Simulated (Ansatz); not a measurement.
Run report: ZnO, single-point calculation

The run: single-point calculation of ZnO (slab, 8 atoms in the cell). Method and program: DFT PBEsol, scalar-relativistic, plane waves, PAW, no spin polarisation (Ansatz 0.2.0).

The structure derives from an entry of the Crystallography Open Database. It belongs to a series of runs on one base structure; here: the substrate alone at its places in the stack. Figures and captions count atoms from 1; the log counts them from 0 in places.

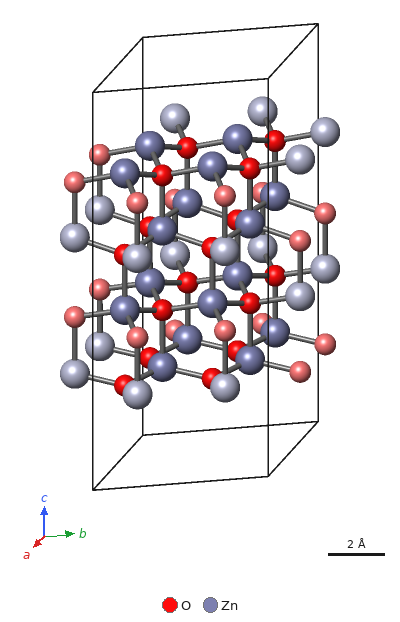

Figure 1. The structure as given in the input (ball-and-stick view of the 2 × 2 repeat of the cell, with the vacuum cut short, seen slightly off an axis; neighbours outside the cell are drawn fainter). An atom can appear more than once, as a periodic image.

Summary:

- outcome: converged
- electrons treated: 72
- free energy: −15366.7222 eV
- work function, top face: 3.13 eV
- work function, bottom face: 6.77 eV
- Fermi energy: −0.703 eV
- gap on the k-point mesh: none (metallic)
- work function (upper face): 3.13 eV
- largest force (length of the vector): 0.915 eV/Å
- hardware: 4 threads of AMD EPYC (Zen 5), 32 GiB of memory available, shared host
- wall time: 4.8 s (CPU time 18 s)
- peak memory: 0.77 GiB

Notes:

The program warns: the exchange-correlation potential is rough where the density is thin.

The input:
```yaml
crystal:
  lattice:
    - [3.2300235054, 0.0, 0.0]
    - [-1.6150117527, 2.7972824105, 0.0]
    - [0.0, 0.0, 31.6070166434]
  atoms:
    - { symbol: O, position: [0.7142855876, 0.2857144124, 0.239191092] }
    - { symbol: Zn, position: [0.3809478583, 0.6190521417, 0.247888595] }
    - { symbol: O, position: [0.3814435359, 0.6185564641, 0.3156112929] }
    - { symbol: Zn, position: [0.7147819098, 0.2852180902, 0.3295266746] }
    - { symbol: O, position: [0.7159274392, 0.2840725608, 0.3955663751] }
    - { symbol: Zn, position: [0.3825785937, 0.6174214063, 0.4107481753] }
    - { symbol: O, position: [0.3827246959, 0.6172753041, 0.4765485096] }
    - { symbol: Zn, position: [0.7150335181, 0.2849664819, 0.4926825204] }
basis:
  ecutwfc: 420
kpoints:
  mp_grid: { grid: [9, 9, 1] }
hamiltonian:
  xc: pbesol
scf:
  occupations: { method: gaussian, width: 0.05 }
output:
  forces: true
  stress: true
  eigenvalues: true
  write_density: true
  write_potential: true
  elf: true
  volumetric_format: npy
efield:
  axis: 3
  dipole_correction: true
  ramp_width: 0.04
```

Launched with:
```bash
ansatz run input.yaml --threads 4 --pin off --max-ram 10240MiB --backend cpu --events-out ev --progress --plain --runs-dir out
```

Output:
```
Engine: ansatz 0.2.0, x86_64-unknown-linux-gnu
Pseudopotentials: kind: paw
Pseudopotential: O, paw, valence charge 6, recommended cutoff 420 eV (normal), O.paw.azcp
Pseudopotential: Zn, paw, valence charge 12, recommended cutoff 420 eV (normal), Zn.paw.azcp
Functional definition: PBEsol
  exchange = pbesol_x
  correlation = pbesol_c
Crystal: 8 atoms, lattice volume = 285.578 Å³
Basis set: ecut = 420 eV, 5697 PW (Γ), exchange–correlation on 48×48×432 points (8 copies of the dense FFT grid, shifted against one another)
Bands: 44, of which v1, the nominal top of the filled ones, is band 36 counted from 1 (35 counted from 0)
Symmetry: 2 space group operations
Space group: Cm (ITA 8), of the structure as read, at distance tolerance 6.6e-5 Å
k-points: 25 of 81 (time reversal used)
Non-local potential: O, projectors of the file, l = 0: 2, l = 1: 2, l = 2: 1
Non-local potential: Zn, projectors of the file, l = 0: 2, l = 1: 2, l = 2: 3, l = 3: 1
PAW form: soft (Blöchl's): semilocal exchange-correlation on the pseudo side does not see the compensation charge
PAW frozen core: O, regenerated for the run's functional, and the local potential with it (the file was generated under x = pbe(κ = 0.804, μ = 0.2195149727645171), c = pbe(β = 0.06672455060314922))
PAW frozen core: Zn, regenerated for the run's functional, and the local potential with it (the file was generated under x = pbe(κ = 0.804, μ = 0.2195149727645171), c = pbe(β = 0.06672455060314922))
PAW one-centre angular grid: O, 110 points (default); XC on 64 Gauss nodes
PAW one-centre angular grid: Zn, 590 points (default); XC on 64 Gauss nodes
Initial density: superposition of atomic densities (neutral atoms: chi_scale 0, normalization atom), corrected by the library's trained network
Initial wavefunctions: pseudopotential atomic-orbital guess
Functional: x = pbesol(κ = 0.804, μ = 0.12345679012345678), c = pbesol(β = 0.046)
SCF iter   1: F=—  HF=-15366.786647 eV  |F-HF|=—  |Δ(HF+E_count)|=         —  Δρ=8.27e-3  dr2=3.56e-1  ethr=1.77e-3  p=0.139 e·Å  D=8.79e-2 V/Å  ΔV_dip=-2.78 eV  dr2_dipole=8.15e-2  V_vac-E_F(+/−)=3.59/6.37 eV  ⟨swp⟩=10.4  Hψ=6180  notcnv=0  defer=22
efield: sawtooth ramp at fractional position 0.8459 (placed from the atoms, in the widest stretch of the axis that holds none; the zero of the levels goes with the place), width 0.0400; the density the first Hamiltonian is built on has a dipole p = 0.139 e·Å; the dipole correction subtracts the counter field D = 8.79e-2 V/Å, which shifts the + side's vacuum level by -2.78 eV against the − side's; the planar-averaged density in the ramp window peaks in size at 4.8e-6 e/Å³
preconditioner: auto → LDOS  [insulator: Δε(μ)=0.081 eV  Ē_g=11.515 eV  σ=0.050 eV  W_gap=0.71  n_scr=20 (ndim 8)  ℏωp=18.6 eV  f_vac=0.645  D(μ)=1.75/eV (n_scr^D=10)  ε∞_Penn≈3.6  β→1.0]
SCF iter   2: F=—  HF=-15366.801800 eV  |F-HF|=—  |Δ(HF+E_count)|=   1.52e-2  Δρ=1.15e-2  dr2=2.68e-1  ethr=4.95e-4  p=0.184 e·Å  D=1.16e-1 V/Å  ΔV_dip=-3.68 eV  dr2_dipole=5.01e-3  V_vac-E_F(+/−)=3.40/7.08 eV  ⟨swp⟩=3.3  Hψ=2429  notcnv=0  defer=62
SCF iter   3: F=—  HF=-15366.725447 eV  |F-HF|=—  |Δ(HF+E_count)|=   7.64e-2  Δρ=2.19e-3  dr2=2.77e-2  ethr=3.73e-4  p=0.170 e·Å  D=1.08e-1 V/Å  ΔV_dip=-3.40 eV  dr2_dipole=3.20e-3  V_vac-E_F(+/−)=3.41/6.81 eV  ⟨swp⟩=2.4  Hψ=1992  notcnv=0  defer=62
SCF iter   4: F=—  HF=-15366.723563 eV  |F-HF|=—  |Δ(HF+E_count)|=   1.88e-3  Δρ=1.09e-3  dr2=1.85e-2  ethr=3.84e-5  p=0.171 e·Å  D=1.08e-1 V/Å  ΔV_dip=-3.42 eV  dr2_dipole=6.15e-3  V_vac-E_F(+/−)=3.35/6.78 eV  ⟨swp⟩=2.9  Hψ=1971  notcnv=0  defer=62
SCF iter   5: F=—  HF=-15366.722275 eV  |F-HF|=—  |Δ(HF+E_count)|=   1.29e-3  Δρ=7.03e-4  dr2=2.83e-3  ethr=2.56e-5  p=0.176 e·Å  D=1.11e-1 V/Å  ΔV_dip=-3.52 eV  dr2_dipole=7.22e-4  V_vac-E_F(+/−)=3.27/6.79 eV  ⟨swp⟩=3.0  Hψ=1874  notcnv=0  defer=62
SCF iter   6: F=—  HF=-15366.722197 eV  |F-HF|=—  |Δ(HF+E_count)|=   7.76e-5  Δρ=5.20e-4  dr2=8.86e-4  ethr=3.93e-6  p=0.178 e·Å  D=1.13e-1 V/Å  ΔV_dip=-3.56 eV  dr2_dipole=1.48e-4  V_vac-E_F(+/−)=3.22/6.78 eV  ⟨swp⟩=2.0  Hψ=2182  notcnv=0  defer=62
SCF iter   7: F=—  HF=-15366.722174 eV  |F-HF|=—  |Δ(HF+E_count)|=   2.33e-5  Δρ=2.64e-4  dr2=2.62e-4  ethr=1.23e-6  p=0.179 e·Å  D=1.13e-1 V/Å  ΔV_dip=-3.59 eV  dr2_dipole=2.81e-5  V_vac-E_F(+/−)=3.19/6.77 eV  ⟨swp⟩=2.0  Hψ=1943  notcnv=0  defer=62
SCF iter   8: F=—  HF=-15366.722194 eV  |F-HF|=—  |Δ(HF+E_count)|=   1.98e-5  Δρ=1.83e-4  dr2=1.20e-4  ethr=3.64e-7  p=0.180 e·Å  D=1.14e-1 V/Å  ΔV_dip=-3.60 eV  dr2_dipole=6.27e-6  V_vac-E_F(+/−)=3.17/6.77 eV  ⟨swp⟩=2.0  Hψ=1891  notcnv=0  defer=62
SCF iter   9: F=—  HF=-15366.722222 eV  |F-HF|=—  |Δ(HF+E_count)|=   2.84e-5  Δρ=1.07e-4  dr2=5.22e-5  ethr=1.67e-7  p=0.181 e·Å  D=1.15e-1 V/Å  ΔV_dip=-3.63 eV  dr2_dipole=4.07e-6  V_vac-E_F(+/−)=3.14/6.77 eV  ⟨swp⟩=2.0  Hψ=1925  notcnv=0  defer=62
SCF iter  10: F=—  HF=-15366.722225 eV  |F-HF|=—  |Δ(HF+E_count)|=   2.93e-6  Δρ=4.34e-5  dr2=6.01e-6  ethr=7.25e-8  p=0.182 e·Å  D=1.15e-1 V/Å  ΔV_dip=-3.64 eV  dr2_dipole=1.55e-7  V_vac-E_F(+/−)=3.14/6.77 eV  ⟨swp⟩=2.2  Hψ=1888  notcnv=0  defer=62
SCF iter  11: F=—  HF=-15366.722230 eV  |F-HF|=—  |Δ(HF+E_count)|=   5.41e-6  Δρ=2.15e-5  dr2=1.16e-6  ethr=8.35e-9  p=0.182 e·Å  D=1.15e-1 V/Å  ΔV_dip=-3.64 eV  dr2_dipole=1.94e-8  V_vac-E_F(+/−)=3.13/6.77 eV  ⟨swp⟩=2.1  Hψ=1807  notcnv=0  defer=62
SCF iter  12: F=—  HF=-15366.722232 eV  |F-HF|=—  |Δ(HF+E_count)|=   1.91e-6  Δρ=1.17e-5  dr2=6.70e-7  ethr=1.61e-9  p=0.182 e·Å  D=1.15e-1 V/Å  ΔV_dip=-3.64 eV  dr2_dipole=1.15e-7  V_vac-E_F(+/−)=3.13/6.77 eV  ⟨swp⟩=2.1  Hψ=1761  notcnv=0  defer=62
SCF iter  13: F=—  HF=-15366.722233 eV  |F-HF|=—  |Δ(HF+E_count)|=   5.21e-7  Δρ=7.03e-6  dr2=2.32e-7  ethr=9.30e-10  p=0.182 e·Å  D=1.15e-1 V/Å  ΔV_dip=-3.64 eV  dr2_dipole=2.66e-8  V_vac-E_F(+/−)=3.13/6.77 eV  ⟨swp⟩=2.2  Hψ=1704  notcnv=0  defer=62
SCF iter  14: F=-15366.722233 eV  HF=-15366.722233 eV  |F-HF|=1.48e-7  |Δ(HF+E_count)|=   2.34e-7  Δρ=2.65e-6  dr2=4.54e-8  ethr=1.39e-10  p=0.182 e·Å  D=1.15e-1 V/Å  ΔV_dip=-3.64 eV  dr2_dipole=3.67e-9  V_vac-E_F(+/−)=3.13/6.77 eV  ⟨swp⟩=21.8  Hψ=10239  notcnv=0
SCF 1 converged in 14 iterations: F = -15366.722233 eV  dr2 = 4.54e-8
  greatest PAW one-centre occupation: 0.988 electrons in one spin orbital (limit 2), on the Zn atom at site 1 (counted from 0), in its partial waves of l = 2
```

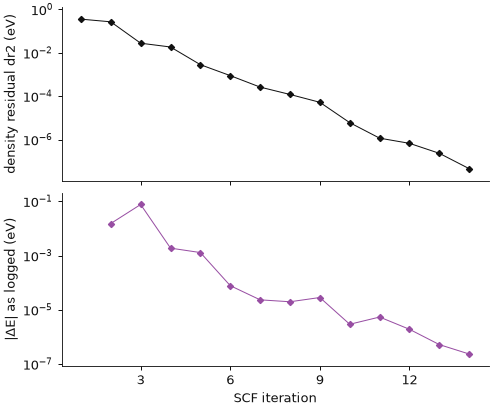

Figure 2. Convergence of the self-consistent field: density residual dr2 and size of the energy change against the SCF iteration. The residual falls at every step.

```
WARN: The output density's exchange-correlation potential varies sharply where the density is thin. Do not read a vacuum level from v_tot or v_xc, or from such a field of the output density. On a cell that repeats whose density bears no net charge and no dipole along the vacuum's axis use v_es (v_loc + v_h of the components); under efield.dipole_correction with no amplitude use v_es + v_field, which holds any external_charges[].barrier, or the levels of the report's work_function block, which leave it out; under a non-zero efield.amplitude the vacuum is tilted and has no level; on a cell that repeats and bears such a dipole with no correction it is tilted too, and efield.dipole_correction with no amplitude gives each side of its ramp a level where efield: is served; in a cell that repeats whose density bears a net charge (total_charge, or a fill off its count) it is curved and has none; of a slab under crystal.periodic whose density bears no net charge use v_es, which has a level on each side, short of where the two are joined; of another it falls or rises all the way out and has none; of a slab beside external_charges read slab_vacuum_level instead, which it has where they leave it neutral. The grid or the basis barely resolves most such structure, and the values can differ between equally converged runs; as a rule a tighter scf.convergence.dr2_threshold does not remove it. Where the density itself ripples (under the LDA too) a higher basis.ecutwfc lessens it. The files hold the spikes' plane waves up to the density's cutoff. Files: v_tot_of_output_density and the like, and their columns of v_z.tsv (output.write_potential); v_xc_of_output_density and the like, and their columns of v_comp_z.tsv (output.write_potential_components). Measured: with its Gaussian average of σ = 0.25 Å subtracted twice, the exchange-correlation potential is over 0.1 eV at 103 of the grid points where the equally averaged density (valence and model cores) is under 1e-3 e/Å³, and 0.379 eV at the most among them, at an averaged density of 1.8e-7 e/Å³. The input density's (outcome.potential() and, of a run that writes arrays, v_tot and v_xc) is over 0.1 eV, so measured, at 1311 points of its own thin density, 0.644 eV at the most. See output.write_potential in the manual, Limitations
SCF converged after 14 iterations
Free energy (F): -15366.722233 eV
Harris-Foulkes:  -15366.722233 eV  (|F-HF|=1.48e-7)
Internal energy: -15366.718128 eV  (E = F + TS)
E sigma→0 (E₀):  -15366.720180 eV
Entropy (-TS):   -0.004106 eV (-0.513 meV/atom)
Fermi energy:    -0.702885 eV
Dipole field:    D = 0.115246 V/Å  (p = 0.181882 e·Å, saw-weighted, corrected)
Work function:   Φ+ = 3.1310 eV   Φ− = 6.7736 eV
Levels:          The Fermi level and band energies are counted from a zero that moves with the ramp; work functions are not
--- Per-component energies (eV) ---
  E_band       = -496.334033
  E_kinetic    = 1220.867073
  E_local      = -135994.315984  (includes V_loc(G=0)·N_el)
  E_nonlocal   = 2671.309231
  E_hartree    = 66964.812964
  E_xc         = -830.038154
  E_vxc        = -578.901059  (∫ρ·V_xc dr)
  E_paw        = -7783.858193  (= ΣΔE_a)
  E_vpaw       = -1745.057352  (= ΣTr[D̂ρ^β])
  E_aug_tail   = 0.008221  (compensation charges beyond the density's cutoff)
  E_efield     = 0.010481  (sawtooth field / dipole correction)
  E_vefield    = 0.078495  (∫n·V_field dr)
  E_ewald      = 58381.155662
  E_core_change = 3.330571  (= ΣΔE_core)
  E_smearing   = -0.004106  (= −TS)
  E_closure    = -0.000000  (closes the sum)
  Σ components = -15366.722233   (vs F -15366.722233, Δ=0.00e0)
--- Forces (eV/Å), atoms counted from 1 ---
  atom   1  O      0.00110932    -0.00064047     0.03275943
  atom   2  Zn     0.00131712    -0.00076044    -0.05071956
  atom   3  O      0.00112332    -0.00064855     0.18201871
  atom   4  Zn     0.00054158    -0.00031268    -0.30674547
  atom   5  O     -0.00334159     0.00192927     0.40413200
  atom   6  Zn    -0.00118858     0.00068623    -0.49173914
  atom   7  O     -0.04703653     0.02715655     0.91356042
  atom   8  Zn     0.04747659    -0.02741062    -0.68323472
  max |Σ_I F_I| component: 3.17e-5 eV/Å
--- Stress (GPa, compression-positive) ---
        0.919726      -0.024293       0.005148
       -0.024293       0.891676      -0.002972
        0.005148      -0.002972       0.146102
  P = ⅓ Tr σ = 0.6525 GPa (6.525 kbar)
--- Band table (eV; the first three rows and the last of 25) ---
  k-point 0: bands = ["-20.7120", "-19.3944", "-18.4128", "-17.7069", "-8.9837", "-8.9723", "-8.6248", "-7.7691", "-7.7688", "-7.6149", "-7.6147", "-7.2816", "-6.6167", "-6.6165", "-6.6146", "-6.5853", "-6.5851", "-6.2799", "-6.2797", "-6.1589", "-5.1713", "-5.1713", "-5.0569", "-4.9825", "-4.9823", "-4.3563", "-3.2917", "-3.2818", "-3.0512", "-1.9936", "-1.8695", "-1.8690", "-1.1216", "-0.7979", "-0.7978", "-0.2517", "-0.2516", "0.8172", "1.7858", "2.4832", "2.8402", "3.5330", "4.0749", "4.7487"]
  k-point 1: bands = ["-20.6548", "-19.3377", "-18.3523", "-17.6573", "-9.0157", "-8.9228", "-8.5889", "-7.7949", "-7.7646", "-7.6549", "-7.5566", "-7.2567", "-6.6742", "-6.6100", "-6.5721", "-6.5535", "-6.5034", "-6.2833", "-6.2144", "-6.1311", "-5.2205", "-5.1775", "-5.1354", "-4.9846", "-4.8957", "-4.3136", "-3.7623", "-3.4460", "-2.8812", "-2.4196", "-2.0326", "-1.7349", "-1.1140", "-1.0635", "-0.9755", "-0.7087", "-0.4382", "1.2484", "2.1741", "2.8127", "3.2002", "3.8176", "4.4535", "4.9946"]
  k-point 2: bands = ["-20.5068", "-19.1914", "-18.1949", "-17.5301", "-9.0840", "-8.7713", "-8.4940", "-7.8349", "-7.7516", "-7.7248", "-7.3928", "-7.1971", "-6.7477", "-6.6072", "-6.5795", "-6.3816", "-6.2916", "-6.2739", "-6.0710", "-6.0153", "-5.3699", "-5.1866", "-5.1471", "-4.9895", "-4.9626", "-4.7175", "-3.8952", "-3.8477", "-3.3593", "-2.7767", "-2.4500", "-2.2696", "-1.7197", "-1.4317", "-1.0416", "-0.9095", "-0.5698", "2.0920", "3.0210", "3.6277", "4.0292", "4.6193", "5.2013", "5.7135"]
  k-point 24: bands = ["-20.2146", "-18.9040", "-17.8809", "-17.2865", "-9.0772", "-8.4602", "-8.0688", "-7.8816", "-7.6527", "-7.6524", "-7.3638", "-7.0515", "-6.8623", "-6.5684", "-6.3300", "-6.2733", "-6.2341", "-5.9919", "-5.9564", "-5.7728", "-5.7487", "-5.4001", "-5.1652", "-5.1412", "-4.9896", "-4.8913", "-4.6667", "-4.5972", "-4.2611", "-4.0828", "-3.2952", "-2.9633", "-2.3644", "-1.8603", "-1.8333", "-1.0104", "1.1853", "3.0274", "4.4424", "5.3320", "5.6922", "6.1894", "6.4574", "6.5736"]
```

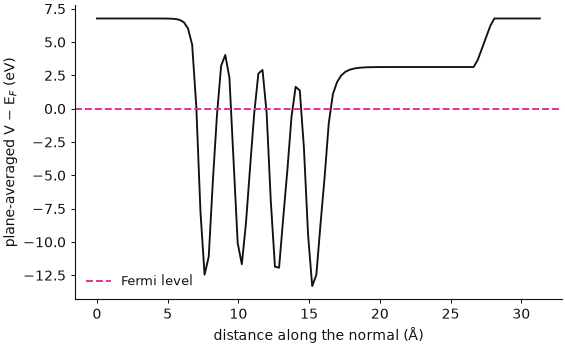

Figure 3. Plane average of the electrostatic potential energy of an electron across the cell, from the Fermi level. The vacuum level lies 3.13 eV above the Fermi level on the upper side and 6.77 eV on the lower.

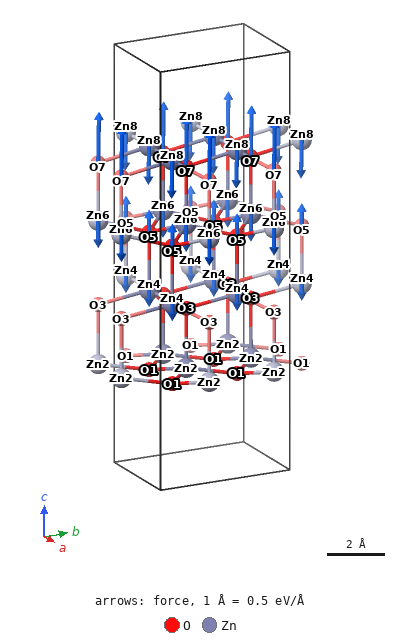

Figure 4. Forces on the atoms as blue arrows (ball-and-stick view of the 2 × 2 repeat of the cell, with the vacuum cut short, seen slightly off an axis; neighbours outside the cell are drawn fainter; atoms are numbered from 1 in the order of the input); the smallest are left out. The largest act on O7 (0.92 eV/Å); Zn8 (0.69 eV/Å); Zn6 (0.49 eV/Å); O5 (0.40 eV/Å), among others. The geometry is not a stationary point of this energy.

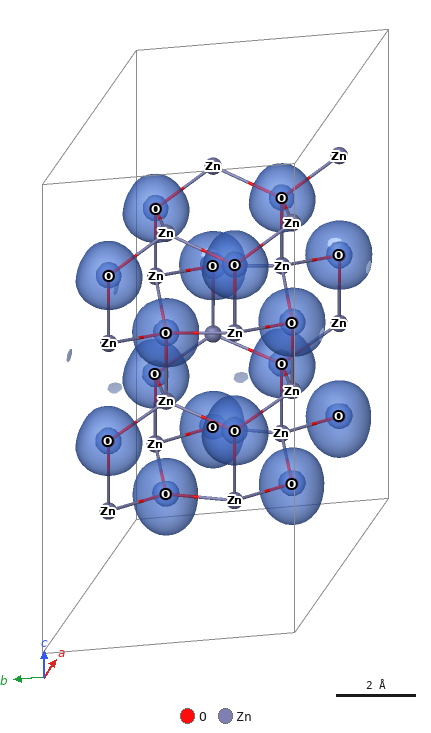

Figure 5. Isosurface of the ELF at 0.65 (blue), seen at an oblique angle. Only the valence region is drawn (cores and ρ < 0.01 e/Å³ removed). Sticks mark near contacts. Along the contacts the grid gives the following. Zn–O (1.89 Å): the ELF is about 0.30 at the midpoint; a polar contact without a shared pair, in a metal. Zn–O (1.93 Å): the ELF is about 0.25 at the midpoint; no shared pair; the contact is polar. Core electrons are frozen (PAW), so the fields are smoothed inside the atomic spheres.

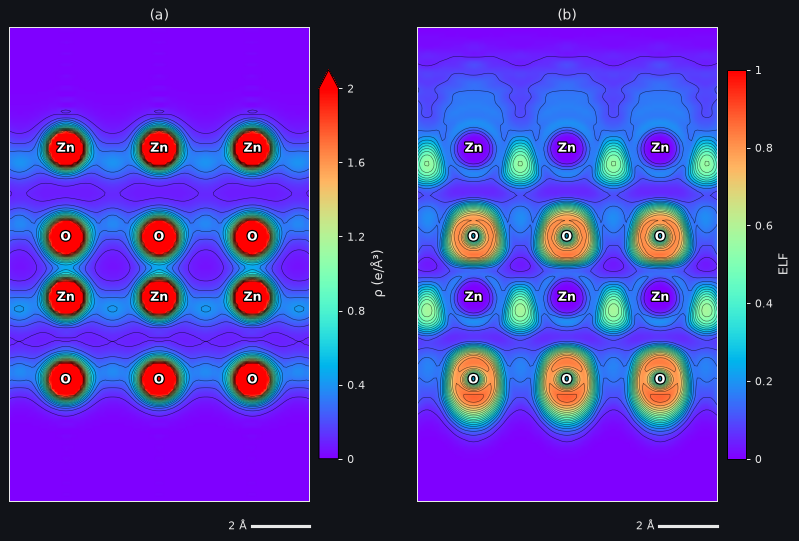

Figure 6. (a) valence charge density (pseudo); (b) ELF on the (11̄0) plane of the calculation cell, a cut from vacuum to vacuum. Zn–O (2.09 Å): ρ is about 0.45 e/Å³ halfway; the ELF is about 0.20 at the midpoint (no shared pair; the contact is polar). The density dies away to nearly zero in the vacuum.
